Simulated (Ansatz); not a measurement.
**Single-point calculation of MoSe₂ (part 3 of 3)**

The same run, continued: MoSe₂ (P6₃/mmc, 6 atoms in the cell); DFT PBEsol+U, non-collinear, scalar-relativistic, plane waves, PAW, Ueff = 1 eV on Mo atom 1 d; Ueff = 1 eV on Mo atom 2 d (Ansatz 0.2.0); cutoff 420 eV, 7×7×2 k-mesh, Gaussian smearing of 0.05 eV, non-collinear spins. The structure derives from an entry of the Crystallography Open Database. It belongs to a series of runs on one base structure; here: canted directions held.

Geometry of the input (Å; fractional positions):
```
3.2880  0.0000  0.0000
-1.6440  2.8475  0.0000
0.0000  0.0000  12.9000
Mo 0.3333  0.6667  0.2500
Mo 0.6667  0.3333  0.7500
Se 0.3333  0.6667  0.6250
Se 0.6667  0.3333  0.1250
Se 0.3333  0.6667  0.8750
Se 0.6667  0.3333  0.3750
```

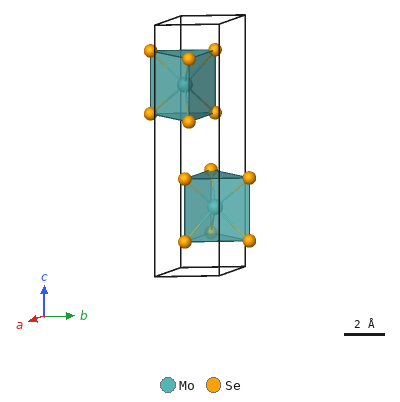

**Figure 1.** The input geometry (polyhedral view of the cell of the calculation, seen slightly off an axis; polyhedra are completed across the faces of the cell).

Log, continued:
```
  k-point 2: bands = ["-48.7184", "-48.7184", "-48.7184", "-48.7184", "-35.4805", "-35.4805", "-35.4805", "-35.4805", "-35.4803", "-35.4803", "-35.4803", "-35.4803", "-35.4799", "-35.4799", "-35.4798", "-35.4798", "-35.4794", "-35.4794", "-35.4793", "-35.4793", "-35.4405", "-35.4405", "-35.4404", "-35.4404", "-35.4403", "-35.4403", "-35.4402", "-35.4402", "-35.4394", "-35.4394", "-35.4392", "-35.4392", "-35.4390", "-35.4390", "-35.4388", "-35.4388", "-35.4238", "-35.4238", "-35.4236", "-35.4236", "-35.4204", "-35.4204", "-35.4202", "-35.4202", "-22.9152", "-22.9152", "-22.9152", "-22.9152", "-22.8023", "-22.8023", "-22.8023", "-22.8023", "-22.7602", "-22.7601", "-22.7601", "-22.7601", "-2.3582", "-2.3582", "-2.1290", "-2.1290", "-1.3719", "-1.3719", "-1.0252", "-1.0252", "6.0721", "6.0721", "7.0772", "7.0772", "8.6863", "8.6863", "8.8361", "8.8361", "8.8802", "8.8803", "9.6959", "9.6959", "9.7730", "9.7730", "9.8002", "9.8002", "10.1668", "10.1668", "10.2189", "10.2189", "10.6864", "10.6864", "11.3038", "11.3038", "11.7163", "11.7163", "11.9049", "11.9049", "14.2282", "14.2282", "14.3602", "14.3602", "14.6024", "14.6024", "14.6925", "14.6926", "14.7079", "14.7079", "14.9345", "14.9345", "15.2397", "15.2398", "15.3867", "15.3867", "18.8116", "18.8116", "19.2009", "19.2009"]
  k-point 55: bands = ["-48.6970", "-48.6970", "-48.6970", "-48.6970", "-35.4802", "-35.4802", "-35.4802", "-35.4802", "-35.4790", "-35.4790", "-35.4790", "-35.4790", "-35.4763", "-35.4763", "-35.4763", "-35.4763", "-35.4762", "-35.4762", "-35.4762", "-35.4762", "-35.4416", "-35.4416", "-35.4416", "-35.4416", "-35.4411", "-35.4411", "-35.4411", "-35.4411", "-35.4398", "-35.4398", "-35.4398", "-35.4398", "-35.4395", "-35.4395", "-35.4395", "-35.4395", "-35.4219", "-35.4219", "-35.4219", "-35.4219", "-35.4183", "-35.4183", "-35.4183", "-35.4183", "-23.0137", "-23.0137", "-23.0137", "-23.0137", "-22.8590", "-22.8589", "-22.8589", "-22.8589", "-22.8453", "-22.8453", "-22.8453", "-22.8453", "-0.6086", "-0.6086", "-0.6086", "-0.6086", "-0.3822", "-0.3822", "-0.3822", "-0.3822", "6.3082", "6.3082", "6.3082", "6.3082", "6.8848", "6.8848", "6.8848", "6.8848", "7.9397", "7.9397", "7.9397", "7.9397", "8.8800", "8.8800", "8.8800", "8.8800", "9.8037", "9.8037", "9.8037", "9.8037", "10.1180", "10.1180", "10.1180", "10.1180", "11.5405", "11.5405", "11.5405", "11.5405", "13.7828", "13.7828", "13.7828", "13.7828", "14.4566", "14.4566", "14.4566", "14.4566", "15.3247", "15.3247", "15.3247", "15.3247", "16.0399", "16.0399", "16.0399", "16.0399", "18.0817", "18.0817", "18.0817", "18.0817"]
Occupation matrices written to [file]
--- Löwdin populations: 6 sites ---
  site symbol       q [e]
     0     Mo     13.8031
     1     Mo     13.8031
     2     Se     16.0119
     3     Se     16.0119
     4     Se     16.0119
     5     Se     16.0119
  spilling = 0.003764 (of n_electrons = 92.000000)
--- Occupation matrices: 2 shells (run DFT+U table (all-electron-ortho-atomic); ε = 5.71e-4) ---
  Mo0 d_4D: site group D3h (-6m2)
  Mo0 d_4D spinor Tr n = 5.3263  λ = 0.497 0.497 0.497 0.497 0.541 0.541 0.541 0.541 0.587 0.587  [4× xz 0.50 E''(1.00) | 4× x2-y2 0.50 E'(1.00) | 2× z2 1.00 A1'(1.00)]
  specified occupation → Mo0 d_4D spinor: matrix, ‖Δ‖_F = 1.5417, Tr Δ = -3.2263, displaced = 2.4251, d_λ = 1.5136; orbital distance = 1.4142
  Mo1 d_4D: site group D3h (-6m2)
  Mo1 d_4D spinor Tr n = 5.3263  λ = 0.497 0.497 0.497 0.497 0.541 0.541 0.541 0.541 0.587 0.587  [4× xz 0.50 E''(1.00) | 4× x2-y2 0.50 E'(1.00) | 2× z2 1.00 A1'(1.00)]
  specified occupation → Mo1 d_4D spinor: matrix, ‖Δ‖_F = 1.5417, Tr Δ = -3.2263, displaced = 2.4251, d_λ = 1.5136; orbital distance = 1.4142
  Tr n, λ and their labels are of the run-group-symmetrised matrices; stabiliser: 48 of 48 elements of G0×{1,Θ} up to a turn of all spins (closed), max defect 1.6e-6 at τ = 1.2e-4
```

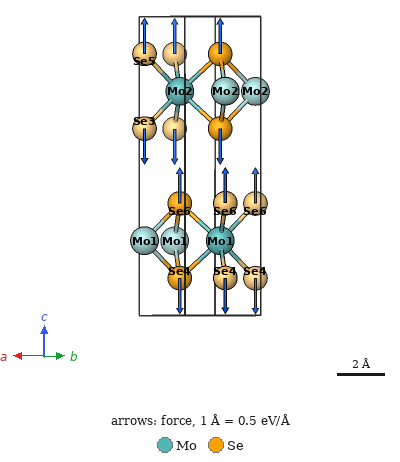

**Figure 2.** Forces on the atoms as blue arrows (ball-and-stick view of the cell of the calculation, seen at an oblique angle; neighbours outside the cell are drawn fainter; atoms are numbered from 1 in the order of the input). The largest act on all 4 Se atoms (0.79 eV/Å). The geometry is not a stationary point of this energy.

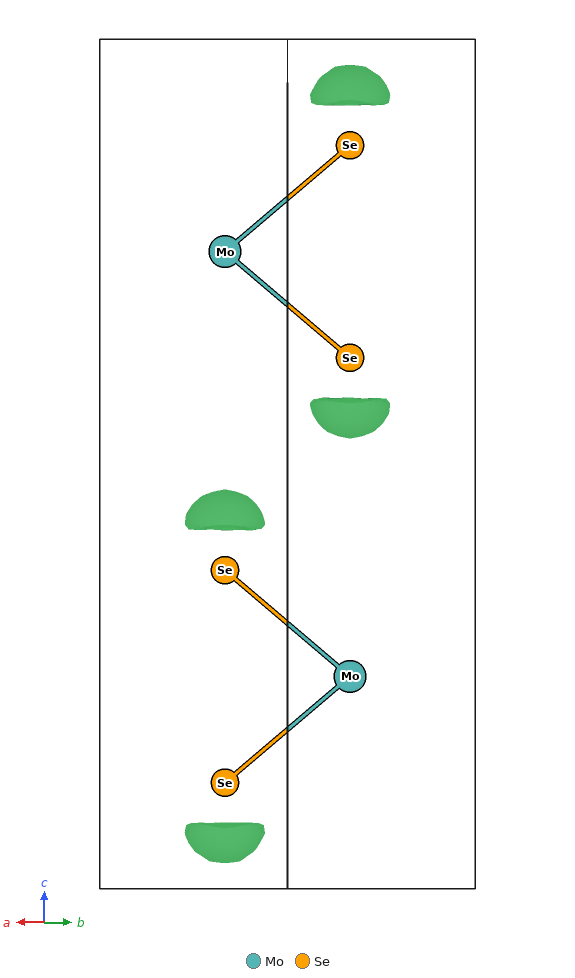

**Figure 3.** Isosurface of the ELF at 0.85 (green), seen along [110]. Only the valence region is drawn (cores and ρ < 0.01 e/Å³ removed). Sticks mark near contacts. The outline is the cell set on symmetry axes. Profiles from the grid: Mo–Se (2.49 Å): the ELF is about 0.50 at the midpoint. The fields are those of the smooth PAW valence density.

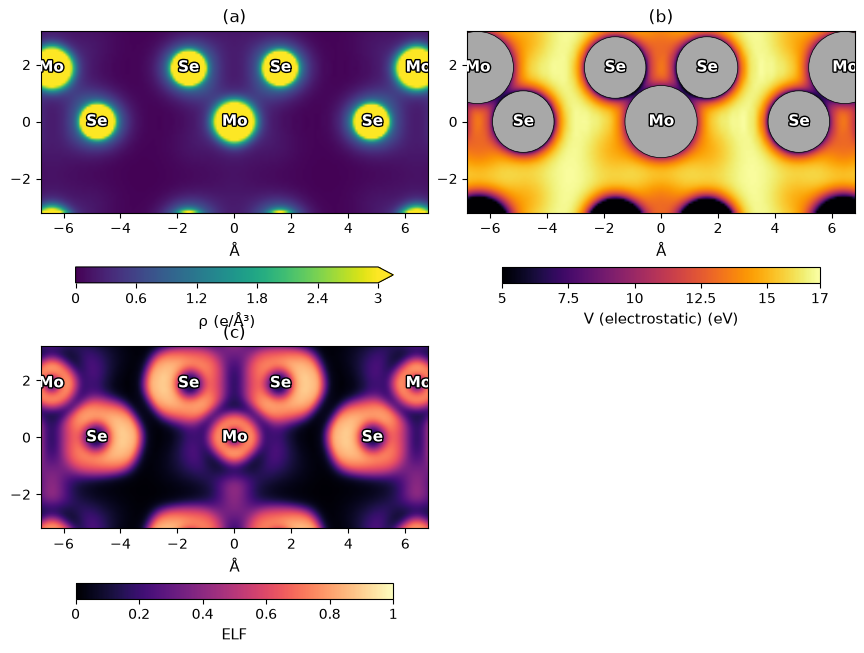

**Figure 4.** (a) valence electron density; (b) electrostatic potential (local pseudopotential plus Hartree) felt by an electron; (c) electron localisation function on the (110) plane of the conventional cell. Grey discs, where drawn, cover atomic cores. Atoms in the plane: Mo and Se. Mo–Se (2.49 Å): ρ at the midpoint is about 0.57 e/Å³; the ELF is about 0.50 at the midpoint. Away from the nuclei the density in this plane falls to 0.02 e/Å³ at its lowest. The strong features right at Mo lie inside the PAW spheres (semicore, d or f shells) and say nothing about bonding. Outside the cores the potential energy rises away from the atoms and is highest about 2.0 Å from the nearest atoms; outside the discs it spans about 12 eV, and its zero is arbitrary.

Results in brief:

```csv
quantity,value
outcome,converged
space group (tolerance 0.01 Å),P6₃/mmc (194)
electrons treated,92
free energy,−31493.5241 eV
Fermi energy,12.924 eV
gap on the k-point mesh,1.02 eV
net moment of the cell,0.00 μB
integrated absolute moment,0.00 μB
pressure,3.12 GPa
largest force (length of the vector),0.787 eV/Å
hardware,"4 threads of Intel Xeon @ 2.60GHz (Ice Lake), 24 GiB of memory available, shared host"
wall time,86 s (CPU time 5.6 min)
peak memory,1.8 GiB
```

Notes on the run: some starting moments were not kept; the typed occupations were not kept; the SCF threshold is looser than advised for the printed stress.
